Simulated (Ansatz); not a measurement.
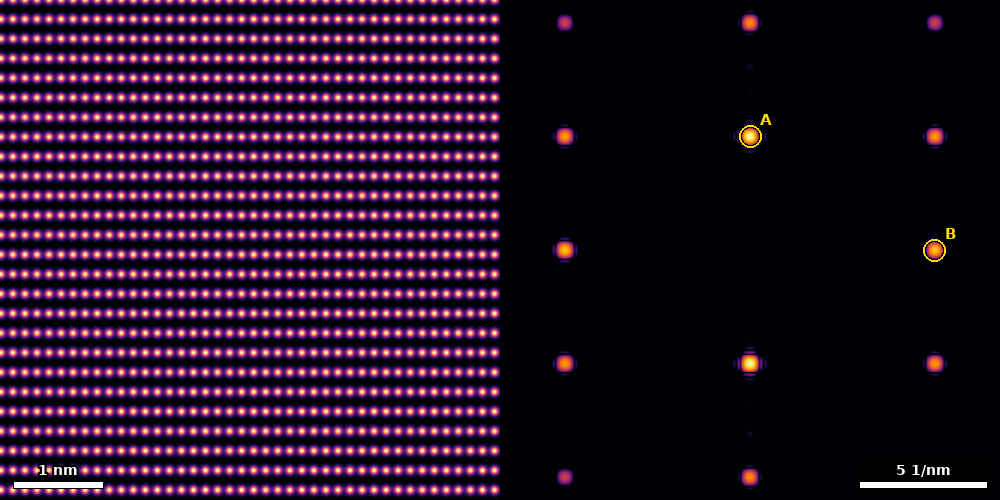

Z-contrast image of Rh (P6_3/mmc, No. 194) along [210]. Simulated incoherent Z contrast: every atom adds Z^1.6 spread by a probe of 0.78 Å full width; channelling and multiple scattering are left out. Model: the geometry relaxed with DFT PBE, scalar-relativistic, plane waves, PAW in Ansatz; the starting structure was generated, so it need not be a known form of this composition.

The right panel is the modulus of the image's Fourier transform on a logarithmic scale.

a = 2.712 Å, b = 2.712 Å, c = 8.837 Å, α = 90.00°, β = 90.00°, γ = 120.00°

### Index the marked spots and give their plane spacings (the zone axis points at the viewer; indices equivalent by symmetry, or all signs reversed, are as good).

A: (0 0 -4), d = 2.21 Å; B: (1 -2 0), d = 1.36 Å. A and B enclose 90°, and every spot obeys the zone law hu + kv + lw = 0 for [210].
